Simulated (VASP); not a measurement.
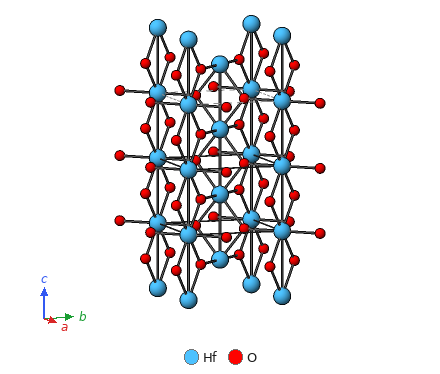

The compound is HfO₂ (space group P4_2/mnm, No. 136), taken as a cell listed in the Materials Project, as set up for an electronic-structure calculation.

Bonds are taken as Hf–Hf below 3.5 Å and Hf–O below 2.3 Å. Simplification: prune 0- and 1-connected atoms, fold 2-connected ones into links.

**What kind of net remains, and which atoms are its nodes?**

A binodal (3,8)-connected, three-periodic net: O is a 3-connected node; Hf is an 8-connected node, in the ratio 2:1.

**Is the net interpenetrated?**

It is a single net, without interpenetration.

**Give the first six terms of the coordination sequence (nodes one, two, three … edges away).**

O: 3, 18, 33, 78, 97, 180; Hf: 8, 18, 48, 66, 128, 146.

**How many nodes does the smallest cycle have?**

Three.

The simplified net, drawn on the atoms' positions. Nodes are coloured by element. Short stubs are edges that leave the cut-out.

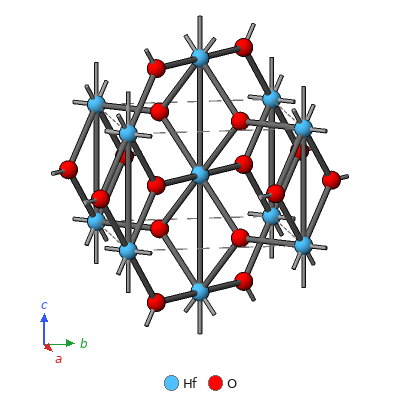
